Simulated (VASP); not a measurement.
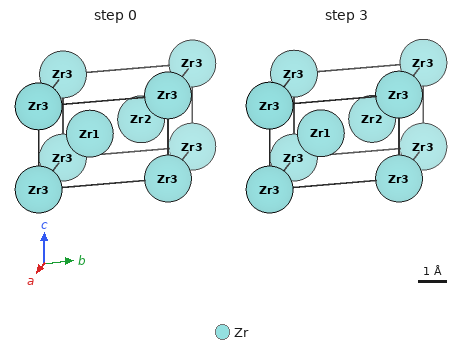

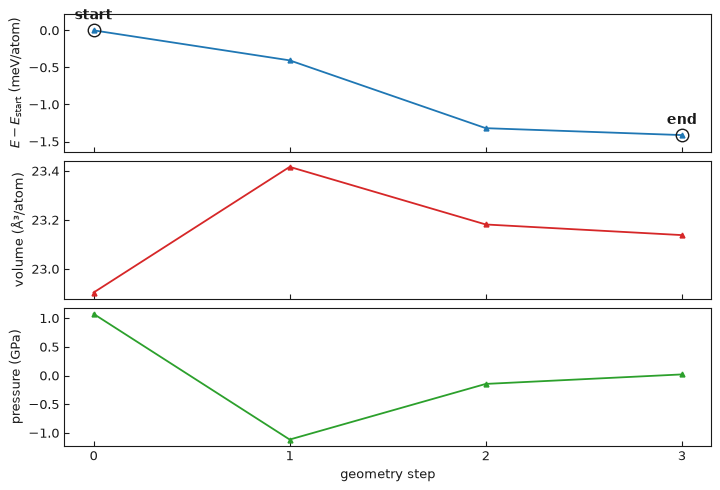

First and last geometry of a relaxation of crystalline Zr (a generated structure, set up in P6/mmm), with the history of the run. The picture is a spheres-only view of the cell of the calculation, seen slightly off an axis.

The run lets cell and atoms move.

Method: VASP 6.6.1, Kohn-Sham DFT of a periodic cell, r2SCAN, VASP PAW PBE potentials, recommended.

Input
```
PREC = Accurate ; ENCUT = 600
EDIFF = 1E-6 ; ISMEAR = 1
SIGMA = 0.1 ; LREAL = F
LASPH = T ; NELM = 80
ALGO = Normal ; ISIF = 3
LWAVE = F ; LCHARG = F
METAGGA = R2SCAN ; LMIXTAU = T
IBRION = 2 ; NSW = 90
EDIFFG = -0.01
```

Command:
```bash
cat potpaw_PBE.64/Zr_sv/POTCAR > POTCAR
mpirun -np 1 vasp_std > vasp.out
```

**What do the curves and the structures tell?**

It converged. Over 3 geometry steps the energy falls by 1.4 meV per atom. All forces vanish by symmetry, so only the cell relaxes. Pressure: 1.08 GPa at the start and 0.02 GPa at the end. The atoms keep their places relative to the cell (all moves are under 0.005 Å). The drawn cell changes as follows: a = b 5.033 → 5.035 Å (0.0 %), c 3.132 → 3.162 Å (+0.9 %); the volume changes by +1.0 %. Near-neighbour distances that change, for instance: Zr1–Zr1 3.132 → 3.162 Å, Zr1–Zr3 3.301 → 3.309 Å. The space group stays P6/mmm (No. 191).
